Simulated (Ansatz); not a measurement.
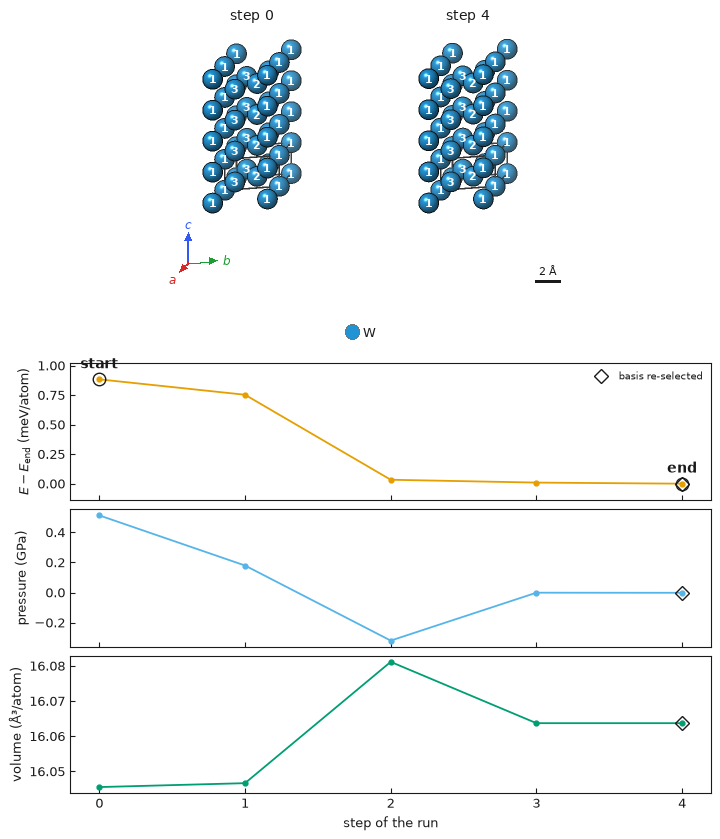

First and last geometry of a relaxation of solid W (built on the omega_191 type), with the history of the run. Style: spheres-only. Shown: the cell of the calculation, repeated 2 × 1 × 4 with one cell outlined, slightly off an axis.

Case: omega type (P6/mmm, No. 191).

These are results of DFT PBEsol, scalar-relativistic, plane waves, PAW (Ansatz), not measurements.

Input file:
```yaml
crystal:
  lattice:
    - [4.6549256644, 0.0, 0.0]
    - [-2.3274628322, 4.0312838781, 0.0]
    - [0.0, 0.0, 2.5651912417]
  atoms:
    - { symbol: W, position: [0.0, 0.0, 0.0] }
    - { symbol: W, position: [0.3333333333, 0.6666666667, 0.5] }
    - { symbol: W, position: [0.6666666667, 0.3333333333, 0.5] }
basis:
  ecutwfc: 420
kpoints:
  mp_grid: { grid: [12, 12, 18] }
hamiltonian:
  xc: pbesol
scf:
  occupations: { method: gaussian, width: 0.1 }
output:
  forces: true
  stress: true
  eigenvalues: true
relax:
  adjacent_minimum: "off"
  f_tol: 0.01
  max_steps: 80
  cell: { stress_tol: 0.05 }
```

Q: Did the run converge, and what did it change?

A: It converged. Over 3 accepted moves (4 points after the start) the energy falls by 0.9 meV per atom. All forces vanish by symmetry, so only the cell relaxes. The pressure goes from 0.51 to 0.00 GPa. At 1 point the geometry stayed and the basis and grid were re-selected for the new cell (energy shift of less than 0.05 meV per atom at most each time). The atoms keep their places relative to the cell (all moves are under 0.005 Å). Cell: a = b 4.655 → 4.646 Å (−0.2 %), c 2.565 → 2.578 Å (+0.5 %). Volume +0.1 %. Near-neighbour distances that change, for instance: W1–W1 2.565 → 2.578 Å, W2–W3 2.688 → 2.682 Å. The space group stays P6/mmm (No. 191). The run took roughly 70 core-seconds on a shared host.
